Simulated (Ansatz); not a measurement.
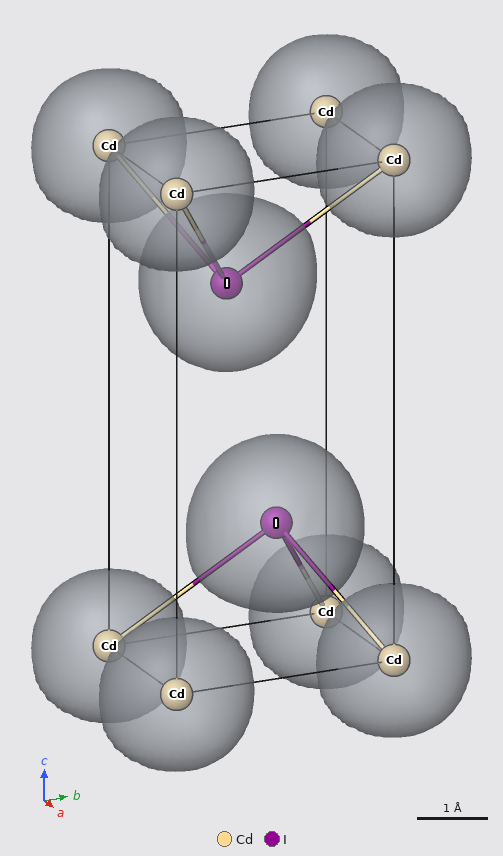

The picture shows: CdI2. Isosurface of the valence pseudo-density at 0.3 e/Å³ (grey), seen slightly off an axis. Sticks mark near contacts.

Space group P-3m1; changed on purpose from its base cell (volume × 1.03, shape and atoms relaxed).

Computed with DFT r2SCAN, scalar-relativistic, plane waves, PAW (Ansatz).

In a PAW calculation such maps are meaningful between the atoms, not at the nuclei.

### How is the density connected at this value?

At this value the density breaks into separate islands; it holds about 85 % of the electrons treated as valence (semicore included). It bridges none of the near contacts. It is pinched off along the sampled Cd–I (3.02 Å) contacts. On the grid the lowest density along these lines, outside the cores, is 0.23 e/Å³ (Cd–I, 3.02 Å).
